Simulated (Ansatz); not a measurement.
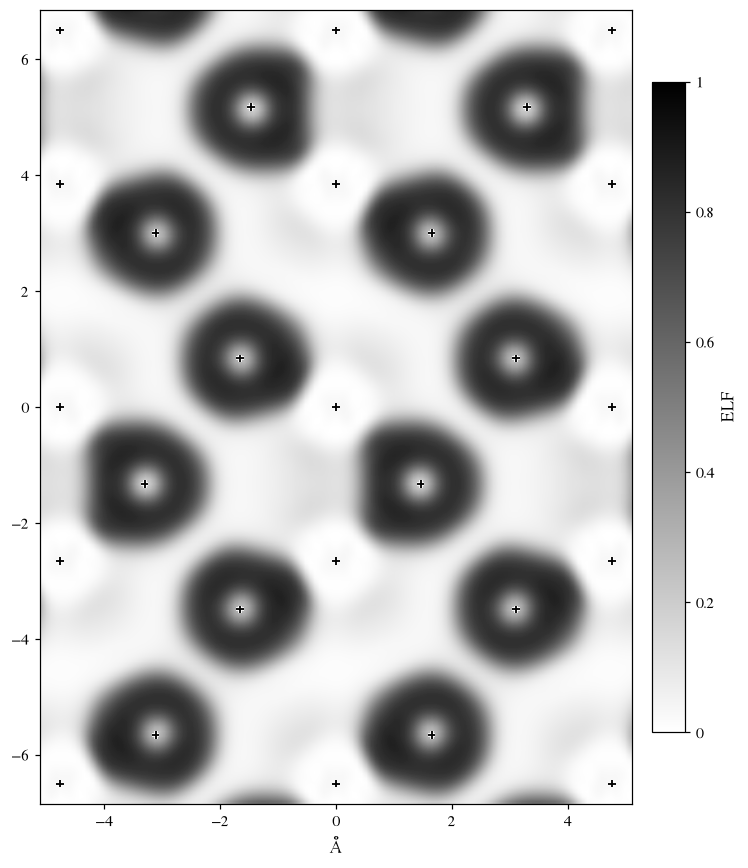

The electron localisation function on a plane through atoms (crosses mark nuclei in the plane).

The calculation used DFT, PBE, plane-wave PAW, default files, scalar-relativistic in Ansatz.

Candidates:
A. Al2O3, a = 4.76 Å, b = 4.76 Å, c = 13.00 Å, α = 90.00°, β = 90.00°, γ = 120.00°. Space group R-3c; computed pressure about 7 GPa in this cell.
B. CuO, a = 4.10 Å, b = 4.04 Å, c = 5.18 Å, α = 90.00°, β = 90.27°, γ = 90.00°. Space group C2/c; a structure from a database of computed crystals, not necessarily the ambient phase; computed pressure about 6 GPa in this cell; the program warned that a starting moment wasn't kept; spin-polarised, but the moments vanished.
C. Bi2Se3, a = 4.19 Å, b = 4.19 Å, c = 29.93 Å, α = 90.00°, β = 90.00°, γ = 120.00°. Space group R-3m; a structure from a database of computed crystals, not necessarily the ambient phase.

Which candidate gave the map?

Candidate A: Al2O3 on the (010) plane of the conventional cell, which holds Al and O. Al–O (1.85 Å): the ELF peaks at about 0.85 in the valence shell of O, 0.7 Å from its nucleus, and is about 0.80 at the midpoint. Al–O (1.97 Å): the ELF peaks at about 0.85 in the valence shell of O, 0.7 Å from its nucleus, and is about 0.75 at the midpoint.
